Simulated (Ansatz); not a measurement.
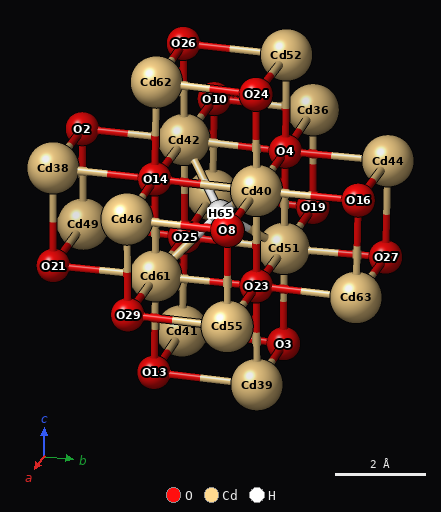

Starting structure of a defect cell of composition O₃₂Cd₃₂H. Style: ball-and-stick. Shown: the atoms within 5.0 Å of the atom that moves most (axes of the cell of the calculation (origin shifted)), from a free direction.

The atoms of the start lie slightly off their symmetric places, so part of the fall in energy undoes that.

These are results of Ansatz, DFT, PBEsol, PAW, plane waves, not measurements.

Set-up: plane-wave cutoff 420 eV; k-point mesh 1 × 1 × 1; mesh shifted by (0.25, 0.25, 0.25); collinear spin; atoms relaxed in a fixed cell; force threshold 0.03 eV/Å; at most 80 steps.

```xyz
65
Lattice="9.3811 0.0000 0.0000 0.0000 9.3811 0.0000 0.0000 0.0000 9.3811" Properties=species:S:1:pos:R:3 pbc="T T T"
O     2.3429    9.3638    0.0117
O     2.3466    9.3760    4.6740
O     2.3443    4.6607    9.3802
O     2.3494    4.7060    4.6757
O     7.0433    0.0012    9.3558
O     7.0227    9.3809    4.7117
O     7.0377    4.6821    0.0011
O     7.0383    4.6822    4.6891
O     0.0199    2.3159    0.0021
O     9.3539    2.3848    4.7028
O     0.0142    7.0226    0.0477
O     0.0082    7.0183    4.7166
O     4.6980    2.3195    0.0002
O     4.6880    2.3336    4.6940
O     4.7147    7.0251    9.3635
O     4.6716    7.0491    4.7196
O     9.3566    0.0116    2.3762
O     9.3782    9.3460    7.0367
O     0.0534    4.6970    2.3659
O     9.3733    4.6948    7.0179
O     4.7378    9.3762    2.3410
O     4.7055    9.3782    7.0462
O     4.6661    4.6873    2.3601
O     4.6888    4.6807    7.0206
O     2.3283    2.3640    2.3182
O     2.3754    2.3465    7.0309
O     2.3441    7.0266    2.3770
O     2.3607    7.0586    7.0491
O     7.0600    2.3756    2.3792
O     6.9977    2.3341    7.0162
O     7.0340    7.0119    2.3532
O     7.0409    7.0223    7.0466
Cd    9.3528    9.3687    0.0019
Cd    9.3558    0.0170    4.6798
Cd    0.0018    4.6679    0.0271
Cd    9.3692    4.6825    4.7070
Cd    4.6898    0.0178    9.3643
Cd    4.7011    9.3624    4.6933
Cd    4.7259    4.7137    9.3731
Cd    4.6828    4.6934    4.6841
Cd    2.3286    2.3008    0.0290
Cd    2.3400    2.3547    4.6846
Cd    2.3044    7.0471    0.0059
Cd    2.3162    7.0721    4.7072
Cd    7.0356    2.3455    0.0122
Cd    7.0425    2.3556    4.6934
Cd    7.0374    7.0404    9.3665
Cd    7.0541    7.0503    4.7028
Cd    2.3470    0.0203    2.3621
Cd    2.3333    9.3660    7.0460
Cd    2.3516    4.6710    2.3143
Cd    2.3658    4.7344    7.0258
Cd    7.0109    9.3740    2.3508
Cd    7.0326    9.3683    7.0385
Cd    7.0304    4.6745    2.3524
Cd    6.9975    4.7013    7.0358
Cd    9.3658    2.3528    2.3662
Cd    0.0113    2.3355    7.0251
Cd    0.0193    7.0499    2.3267
Cd    9.3725    7.0251    7.0307
Cd    4.6971    2.3611    2.3473
Cd    4.6776    2.3714    7.0463
Cd    4.6878    7.0000    2.3591
Cd    4.6911    7.0353    7.0441
H     3.5063    3.5181    3.5260
```

What does the optimiser find from here?

Answer. Over 9 geometry steps the energy falls by 2.360 eV per cell of the calculation. The largest force component goes from 0.7 to 0.025 eV/Å. The largest move is that of H65, 1.14 Å along [−1 1 1]. Largest moves by element: H 1.14 Å, Cd 0.23 Å, O 0.11 Å. The lattice vectors keep their values. Among the contacts that change: Cd61–H65 2.036 → 3.168 Å, O4–H65 2.018 → 0.986 Å, O4–Cd40 2.334 → 2.601 Å, O4–Cd42 2.351 → 2.615 Å. New bonds form, among them: O4–H65 (2.02 → 0.99 Å). Bonds break, among them: Cd61–H65 (2.04 → 3.17 Å). Bond angles that change, for instance: Cd40–O14–Cd42 89.4° → 102.7°, Cd42–O25–Cd51 90.3° → 103.6°, Cd40–O23–Cd51 91.5° → 102.9°. The program noted that the starting moments weren't kept.

The end point in the same view:

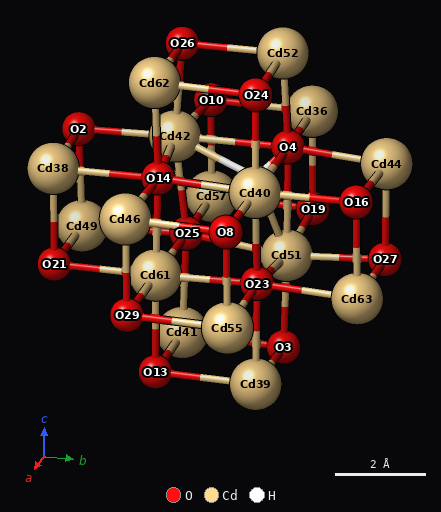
